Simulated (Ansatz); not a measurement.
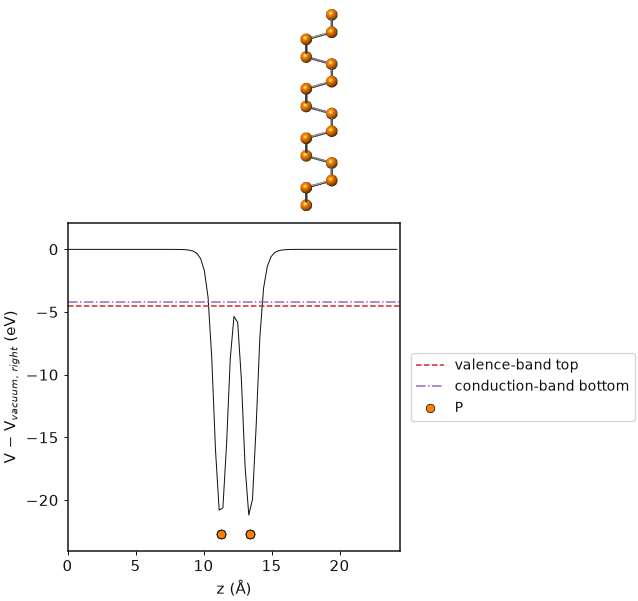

Plane-averaged electrostatic potential energy of an electron across the slab; circles at the bottom mark the heights of the atoms. The structure is drawn too.

Input of the run:

```
crystal:
  lattice:
    - [6.64504867, 0.0, 0.0]
    - [0.0, 8.3337232404, 0.0]
    - [0.0, 0.0, 24.4816550291]
  atoms:
    - { symbol: P, position: [0.25, 0.4640486038, 0.3267752932] }
    - { symbol: P, position: [0.25, 0.9640486038, 0.3267752932] }
    - { symbol: P, position: [0.75, 0.4640486038, 0.3267752932] }
    - { symbol: P, position: [0.75, 0.9640486038, 0.3267752932] }
    - { symbol: P, position: [0.5, 0.2859513962, 0.3267752932] }
    - { symbol: P, position: [0.5, 0.7859513962, 0.3267752932] }
    - { symbol: P, position: [0.0, 0.2859513962, 0.3267752932] }
    - { symbol: P, position: [0.0, 0.7859513962, 0.3267752932] }
    - { symbol: P, position: [0.7500617993, 0.0367601103, 0.4146746323] }
    - { symbol: P, position: [0.7499200147, 0.5356971056, 0.4143401666] }
    - { symbol: P, position: [0.2500028332, 0.0366579651, 0.4146647116] }
    - { symbol: P, position: [0.2501103576, 0.5355389488, 0.4146561468] }
    - { symbol: P, position: [0.4998872096, 0.2140345705, 0.4146793621] }
    - { symbol: P, position: [0.4999703573, 0.7129958226, 0.414667757] }
    - { symbol: P, position: [0.0002001061, 0.2140691176, 0.4146307896] }
    - { symbol: P, position: [5.2066e-05, 0.7129488087, 0.4146492574] }
basis:
  ecutwfc: 420
kpoints:
  mp_grid: { grid: [3, 3, 1] }
hamiltonian:
  xc: pbe
  dispersion: d3bj
scf:
  occupations: { method: gaussian, width: 0.1 }
output:
  forces: true
  eigenvalues: true
  write_density: true
  volumetric_format: npy
efield:
  axis: 3
  dipole_correction: true
  ramp_width: 0.04
```

Launched with:
```bash
ansatz run input.yaml --threads 2 --pin off --max-ram 5120MiB --backend cpu --events-out ev --progress --plain --runs-dir out
```

What are the ionisation potential and the electron affinity of the slab?

From the vacuum level at the right face the ionisation potential is 4.54 eV and the electron affinity 4.23 eV; the left face gives the same. The slab's gap, their difference before rounding, is 0.31 eV. The two vacuum levels agree, so the slab has no net dipole along its normal.

How thick are slab and vacuum?

The outermost atoms are 2.2 Å apart, which leaves 22.3 Å of vacuum in a cell 24.5 Å high.
